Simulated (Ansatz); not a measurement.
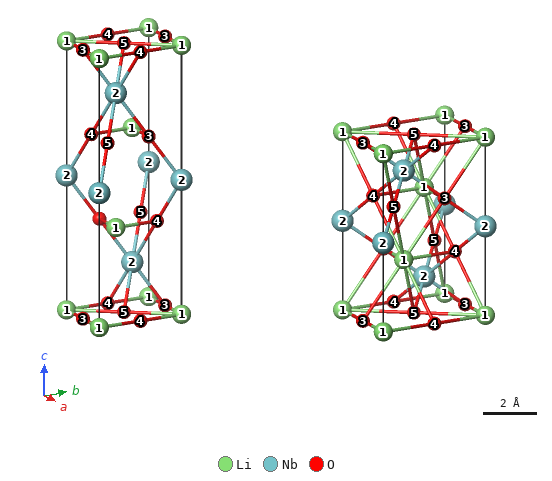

Two geometries of crystalline LiNbO$_{3}$ (a generated structure, set up in R-3m) (coarse preliminary run), drawn at one scale. One is the start of a relaxation, the other its converged end. A ball-and-stick model of the conventional cell (3 times the calculation's cell), seen slightly off an axis. Lengths and directions refer to the drawn axes.

Level of theory: Ansatz 0.2.0, DFT PBE, scalar-relativistic, plane waves, PAW. Settings: plane-wave cutoff 420 eV; k-point mesh 6 × 6 × 6; occupations gaussian; smearing width 0.1 eV; collinear spin; cell and atoms relaxed; force threshold 0.04 eV/Å; at most 70 steps.

Question: Which geometry has the lower energy?

Answer: The right one is the relaxed one. Over 11 accepted moves (14 points after the start) the energy falls by 1385 meV per atom. All forces vanish by symmetry, so only the cell relaxes. The pressure goes from −8.08 to 0.03 GPa. At 3 points the geometry stayed and the basis and grid were re-selected for the new cell (energy shift of 93.4 meV per atom at most each time). The atoms keep their places relative to the cell (all moves are under 0.005 Å). Cell: a = b 4.502 → 5.594 Å (+24.3 %), c 10.345 → 6.853 Å (−33.8 %). Volume +2.3 %. Near-neighbour distances that change, for instance: Li1–O3 3.685 → 2.797 Å, Li1–O3 (another image) 2.251 → 2.797 Å, Nb2–O3 2.159 → 1.978 Å. Among the angles between lasting bonds that change: O3–Nb2–O4 117.2° → 90.0°, O3–Nb2–O4 62.8° → 90.0°. The space group (tolerance 0.01 Å) goes from R-3m (No. 166) to Pm-3m (No. 221).
